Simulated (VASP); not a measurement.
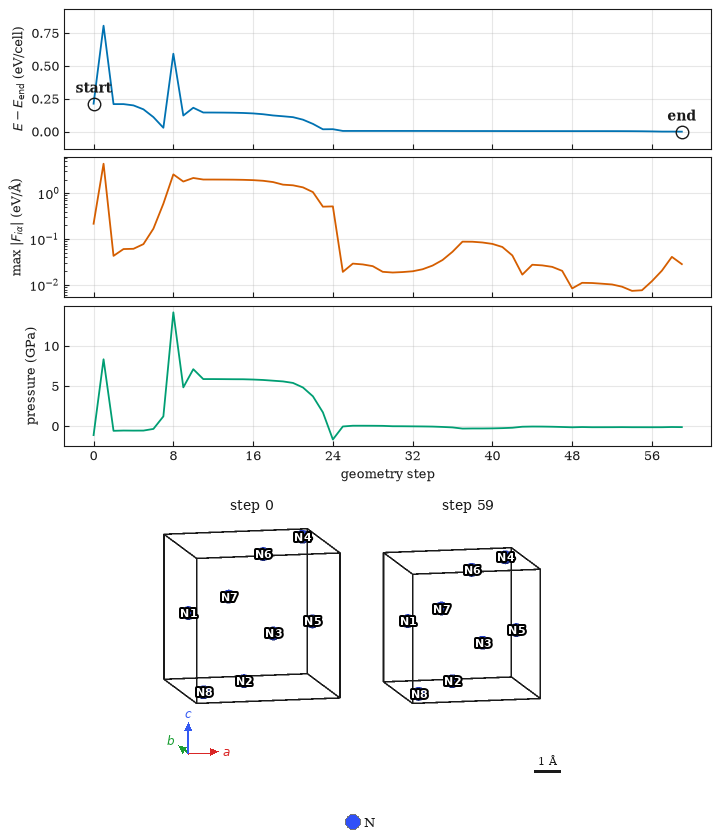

First and last geometry of a relaxation of solid N (set up in P2_13), with the history of the run. Style: ball-and-stick. Shown: the cell of the calculation, slightly off an axis.

The run lets cell and atoms move.

Level of theory: VASP 6.6.1, Kohn-Sham DFT of a periodic cell, LDA, VASP PAW LDA potentials, recommended.

The input:
```
SYSTEM = N
  PREC = Accurate
  ENCUT = 600
  EDIFF = 1E-6
  ISMEAR = 0
  SIGMA = 0.02
  LREAL = .FALSE.
  LASPH = .TRUE.
  NELM = 80
  ALGO = Normal
  ISIF = 3
  LWAVE = .FALSE.
  LCHARG = .FALSE.
  IBRION = 2
  NSW = 60
  EDIFFG = -0.005
  KPAR = 4
```

Command:
```bash
cat potpaw_LDA.64/N/POTCAR > POTCAR
mpirun -np 4 vasp_std > vasp.out
```

What do the curves and the structures tell?

The relaxation stopped without meeting its thresholds, so the last structure isn't shown to be converged. The largest moves relative to the cell, 0.14 Å, are those of N1, N2, N3 and N4. N4 goes along [−1 −1 −1]. The volume changes by −29.2 %, with a = b = c 5.815 → 5.183 Å (−10.9 %). The space group (tolerance 0.01 Å) goes from P2_13 (No. 198) to Pa-3 (No. 205). After 59 geometry steps the energy has fallen by 0.213 eV per cell of the calculation. Largest force component: 0.22 eV/Å at the start, 0.029 eV/Å at the end. Pressure: −1.10 GPa at the start and −0.11 GPa at the end. At step 1 the optimiser overshot: the energy rose above the start, and later steps came back. The volume changes by over a tenth within one run on a fixed set of plane waves, so the end point should be relaxed again from the new cell.

Limits of the set-up: layers or molecules are held without a dispersion correction, so their spacing is unreliable.
